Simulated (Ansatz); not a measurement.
# What a change does: single-point calculation on Tc

System: Tc (Fm-3m, 1 atom in the cell).
Method of run 1: Kohn-Sham DFT of a periodic cell, PBE, all-electron LAPW, scalar-relativistic, no spin polarisation (Ansatz 0.2.0).

The structure derives from an entry of the Crystallography Open Database. Text and figures count atoms from 1; the logs count them from 0 in places.

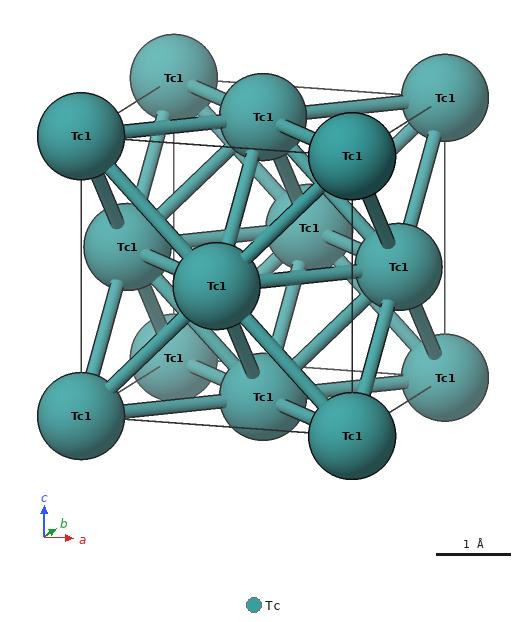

The structure (ball-and-stick view of the cell 4 times as large as that of the calculation, set on its symmetry axes, seen slightly off an axis; atoms are numbered from 1 in the order of the input).

### Input file, run 1
```yaml
crystal:
  lattice:
    - [0.0, 1.95, 1.95]
    - [1.95, 0.0, 1.95]
    - [1.95, 1.95, 0.0]
  atoms:
    - { symbol: Tc, position: [0.0, 0.0, 0.0] }
kpoints:
  mp_grid: { grid: [12, 12, 12] }
scf:
  occupations: { method: gaussian, width: 0.05 }
hamiltonian:
  xc: pbe
  pseudopotentials: { kind: all_electron, lapw: { basis_error: 0.001 } }
output:
  forces: true
  stress: true
  eigenvalues: true
```

Launched with:
```bash
ansatz run input.yaml --threads 1 --pin off --max-ram 3072MiB --backend cpu --events-out ev --progress --plain --runs-dir out
```

Hardware: 1 thread of Arm Neoverse V2, 24 GiB of memory available, shared host.

### Output, shortened to warnings, some set-up lines, iterations and results (run 1)
```
Basis set: ecut = 251.1745953753286 eV, 137 PW (Γ), exchange–correlation at level 2
Symmetry: 48 space group operations
k-points: 72 of 1728
Initial density: superposition of atomic densities (chi_scale 0.1, normalization cell)
[...]
SCF iter   1: F=—  HF=-116626.438276 eV  |F-HF|=—  |Δ(HF+E_count)|=         —  Δρ=2.32e-2  dr2=3.74e-2  ethr=1.48e-4  ⟨swp⟩=3.0  Hψ=8312  notcnv=0
SCF iter   2: F=—  HF=-116626.284964 eV  |F-HF|=—  |Δ(HF+E_count)|=   1.53e-1  Δρ=8.75e-3  dr2=8.02e-3  ethr=1.48e-4  ⟨swp⟩=2.1  Hψ=3750  notcnv=0
SCF iter   3: F=—  HF=-116626.281293 eV  |F-HF|=—  |Δ(HF+E_count)|=   3.67e-3  Δρ=4.77e-3  dr2=2.14e-3  ethr=3.21e-5  ⟨swp⟩=2.0  Hψ=3429  notcnv=0
SCF iter   4: F=—  HF=-116626.281072 eV  |F-HF|=—  |Δ(HF+E_count)|=   2.20e-4  Δρ=9.62e-4  dr2=8.74e-5  ethr=3.50e-7  ⟨swp⟩=2.0  Hψ=5847  notcnv=0
SCF iter   5: F=—  HF=-116626.281059 eV  |F-HF|=—  |Δ(HF+E_count)|=   1.33e-5  Δρ=1.03e-4  dr2=9.58e-7  ethr=3.50e-7  ⟨swp⟩=2.0  Hψ=3428  notcnv=0
SCF iter   6: F=-116626.281059 eV  HF=-116626.281059 eV  |F-HF|=3.49e-10  |Δ(HF+E_count)|=   3.59e-7  Δρ=7.20e-6  dr2=3.86e-9  ethr=3.83e-9  ⟨swp⟩=2.0  Hψ=3431  notcnv=0
SCF 1 converged in 6 iterations: F = -116626.281059 eV  dr2 = 3.86e-9
SCF converged after 6 iterations
Free energy (F): -116626.281059 eV
Harris-Foulkes:  -116626.281059 eV  (|F-HF|=3.49e-10)
Internal energy: -116626.279408 eV  (E = F + TS)
E sigma→0 (E₀):  -116626.280233 eV
Entropy (-TS):   -0.001652 eV (-1.652 meV/atom)
Fermi energy:    23.938255 eV
--- Per-component energies (eV) ---
  E_band       = -2220.955523
  E_kinetic    = 121064.498307
  E_xc         = -3504.449919
  E_electrostatic = -234186.327795  (all electrons and nuclei)
  E_smearing   = -0.001652  (= −TS)
  E_closure    = 0.000000  (closes the sum)
  E_atoms      = -116615.071394  (free atoms, spherical and without spin; not in F)
  Σ components = -116626.281059   (vs F -116626.281059, Δ=0.00e0)
  Basis errors (estimates in eV, not in F): energy 1.8e-4 per atom: plane waves 1.5e-4 (1.1e-4 summed), levels above the bands 0.0e0, relativity 5.8e-8, radial functions 3.5e-5, core shells 1.2e-6; eigenvalues (radial functions only) 5.6e-6; not estimated: angular momenta, meshes, grids; target …
--- Forces (eV/Å), atoms counted from 1 ---
  atom   1  Tc    -0.00000000     0.00000000    -0.00000000
  max |Σ_I F_I| component: 9.04e-32 eV/Å
--- Stress (GPa, compression-positive) ---
       -6.251544       0.000000       0.000000
        0.000000      -6.251544       0.000000
        0.000000       0.000000      -6.251544
  P = ⅓ Tr σ = -6.2515 GPa (-62.515 kbar)
```

Run 2 used a changed input.

### The two runs side by side

```tsv
quantity	run 1	run 2
outcome	converged	converged
free energy per atom (eV)	−116626.2811	−116509.6384
energy per atom, smearing taken to zero (eV)	−116626.2802	−116509.6375
gap on the mesh (eV)	0.00	0.00
pressure (GPa)	−6.25	−20.23
largest force (eV/Å)	0.000	0.000
SCF iterations	6	6
irreducible k-points	72	72
plane waves at Γ	137	137
wall time (shared host)	5.6 s	5.4 s
```

What was changed in the input?

The change (lines with − go, lines with + come):
```diff
-  xc: pbe
+  xc: lda
```

The total energies belong to different methods, so their difference says nothing on which is more stable or more accurate. The pressure goes from −6.25 to −20.23 GPa. The functional changes from PBE to LDA. Along LDA, PBEsol, PBE and RPBE the binding weakens and the preferred volume grows, so the same cell is under more pressure with the later ones. The number of SCF iterations is the same.

### Output, shortened to warnings, some set-up lines, iterations and results (run 2)
```
Basis set: ecut = 250.74594253348604 eV, 137 PW (Γ), exchange–correlation at level 2
Symmetry: 48 space group operations
k-points: 72 of 1728
Initial density: superposition of atomic densities (chi_scale 0.1, normalization cell)
[...]
SCF iter   1: F=—  HF=-116509.810909 eV  |F-HF|=—  |Δ(HF+E_count)|=         —  Δρ=2.29e-2  dr2=3.62e-2  ethr=1.43e-4  ⟨swp⟩=3.0  Hψ=8329  notcnv=0
SCF iter   2: F=—  HF=-116509.644908 eV  |F-HF|=—  |Δ(HF+E_count)|=   1.66e-1  Δρ=8.46e-3  dr2=7.93e-3  ethr=1.43e-4  ⟨swp⟩=2.1  Hψ=3753  notcnv=0  defer=1
SCF iter   3: F=—  HF=-116509.639097 eV  |F-HF|=—  |Δ(HF+E_count)|=         —  Δρ=4.58e-3  dr2=2.04e-3  ethr=3.17e-5  ⟨swp⟩=2.0  Hψ=3432  notcnv=0
SCF iter   4: F=—  HF=-116509.638405 eV  |F-HF|=—  |Δ(HF+E_count)|=   6.92e-4  Δρ=6.63e-4  dr2=4.40e-5  ethr=1.76e-7  ⟨swp⟩=2.0  Hψ=5850  notcnv=0
SCF iter   5: F=—  HF=-116509.638392 eV  |F-HF|=—  |Δ(HF+E_count)|=   1.33e-5  Δρ=6.50e-5  dr2=3.92e-7  ethr=1.76e-7  ⟨swp⟩=2.0  Hψ=3428  notcnv=0
SCF iter   6: F=-116509.638392 eV  HF=-116509.638392 eV  |F-HF|=2.91e-10  |Δ(HF+E_count)|=   8.93e-8  Δρ=3.05e-6  dr2=6.90e-10  ethr=1.57e-9  ⟨swp⟩=2.1  Hψ=3434  notcnv=0
SCF 1 converged in 6 iterations: F = -116509.638392 eV  dr2 = 6.90e-10
SCF converged after 6 iterations
Free energy (F): -116509.638392 eV
Harris-Foulkes:  -116509.638392 eV  (|F-HF|=2.91e-10)
Internal energy: -116509.636602 eV  (E = F + TS)
E sigma→0 (E₀):  -116509.637497 eV
Entropy (-TS):   -0.001790 eV (-1.790 meV/atom)
Fermi energy:    23.644346 eV
--- Per-component energies (eV) ---
  E_band       = -2228.431369
  E_kinetic    = 120905.146037
  E_xc         = -3385.962671
  E_electrostatic = -234028.819968  (all electrons and nuclei)
  E_smearing   = -0.001790  (= −TS)
  E_closure    = 0.000000  (closes the sum)
  E_atoms      = -116497.154908  (free atoms, spherical and without spin; not in F)
  Σ components = -116509.638392   (vs F -116509.638392, Δ=0.00e0)
  Basis errors (estimates in eV, not in F): energy 1.9e-4 per atom: plane waves 1.5e-4 (1.1e-4 summed), levels above the bands 0.0e0, relativity 5.4e-9, radial functions 3.3e-5, core shells 1.2e-6; eigenvalues (radial functions only) 5.6e-6; not estimated: angular momenta, meshes, grids; target …
--- Forces (eV/Å), atoms counted from 1 ---
  atom   1  Tc     0.00000000     0.00000000     0.00000000
  max |Σ_I F_I| component: 5.34e-32 eV/Å
--- Stress (GPa, compression-positive) ---
      -20.231656       0.000000      -0.000000
        0.000000     -20.231656      -0.000000
       -0.000000      -0.000000     -20.231656
  P = ⅓ Tr σ = -20.2317 GPa (-202.317 kbar)
```

For run 1: The cell is under a tension of 6.3 GPa at this level, so it is not at its equilibrium volume. For run 2: The cell is under a tension of 20 GPa at this level, so it is not at its equilibrium volume.
